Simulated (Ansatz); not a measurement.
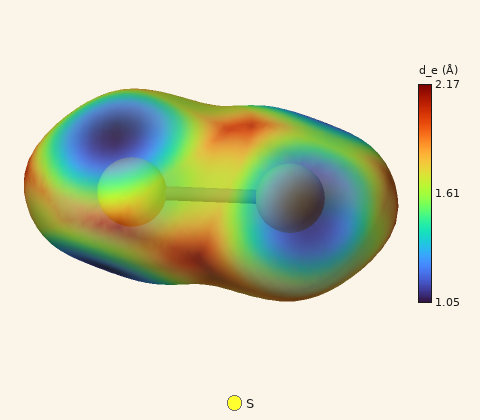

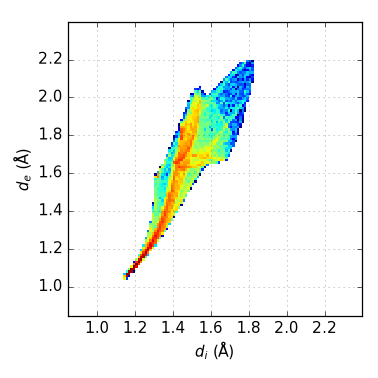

Hirshfeld surface computed for one S2 unit (covalently bonded non-metal atoms) in FeS2 in space group Pnnm, coloured by d_e. The second picture is its fingerprint plot, coloured by area on a logarithmic scale (blue little, red much).

The surface is where the fragment's share of the procrystal density (the sum of the densities of spherically averaged neutral Hartree-Fock atoms) equals one half. d_i and d_e are the distances from the surface to the nearest nucleus inside and outside.

Source of the atomic positions: the end point of a relaxation with DFT PBEsol, scalar-relativistic, plane waves, PAW in Ansatz.

```
CELL_PARAMETERS angstrom
4.36741 0.00000 0.00000
0.00000 5.33314 0.00000
0.00000 0.00000 3.34442
ATOMIC_POSITIONS crystal
Fe 0.50000 0.50000 0.50000
Fe 0.00000 0.00000 0.00000
S 0.29286 0.87441 0.50000
S 0.70714 0.12559 0.50000
S 0.20714 0.37441 0.00000
S 0.79286 0.62559 0.00000
```

Q: What is the shortest distance from the fragment to an atom outside it?

A: S–Fe, 2.19 Å.

Q: How is the surface shared among contacts (nearest atom inside ··· nearest atom outside)?

A: S···Fe 73 %, S···S 27 %. The surface faces 10 neighbours with more than 2 % of its area each: 6 Fe + 4 S.

Q: Give the size and shape of the surface.

A: It encloses about 23.5 Å³, has an area of about 43 Å² and a globularity of 0.92 (1 for a sphere).

Q: Where does the fingerprint reach closest to the origin?

A: The smallest d_i + d_e is about 2.2 Å, which belongs to the shortest contact, S···Fe at 2.19 Å; d_e runs from 1.05 to 2.17 Å.
